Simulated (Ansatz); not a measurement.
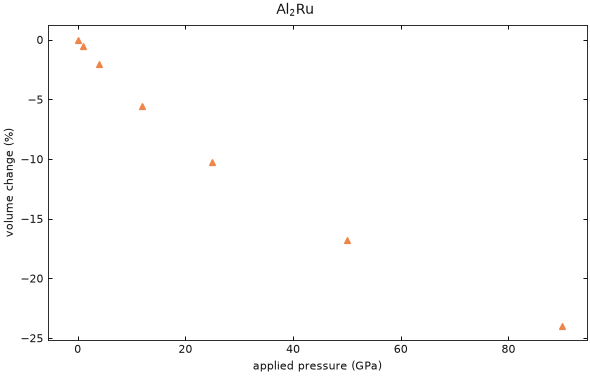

The plot gives the computed volume change against applied pressure for Al₂Ru, space group I4/mmm (No. 139).

The given structure:
```yaml
crystal:
  lattice:
    - [-1.56090, 1.56090, 4.22250]
    - [1.56090, -1.56090, 4.22250]
    - [1.56090, 1.56090, -4.22250]
  atoms:
    - { symbol: Al, position: [0.65910, 0.65910, 0.00000] }
    - { symbol: Al, position: [0.34090, 0.34090, 0.00000] }
    - { symbol: Ru, position: [0.00000, 0.00000, 0.00000] }
```

Calculation (Ansatz 0.2.0): volume, enthalpy and cell of a crystal along a series of hydrostatic pressures at zero temperature, keeping its symmetry; changes are against the given cell; the k mesh follows the cell and the gap; plane waves with PAW datasets, Γ-centred k mesh. Level: r2SCAN, no spin polarisation.

| setting | value |
| --- | --- |
| wave cutoff | 500 eV |
| occupations | Gaussian |
| k mesh at zero pressure | 18×18×18 |
| smearing width at zero pressure | 0.1 eV |

The point at applied pressure −1 GPa is left out of the plot. What does the calculation give there?

```tsv
applied pressure (GPa)	volume change (%)
-1	0.55
```

Keep in mind: far from the equilibrium volume.
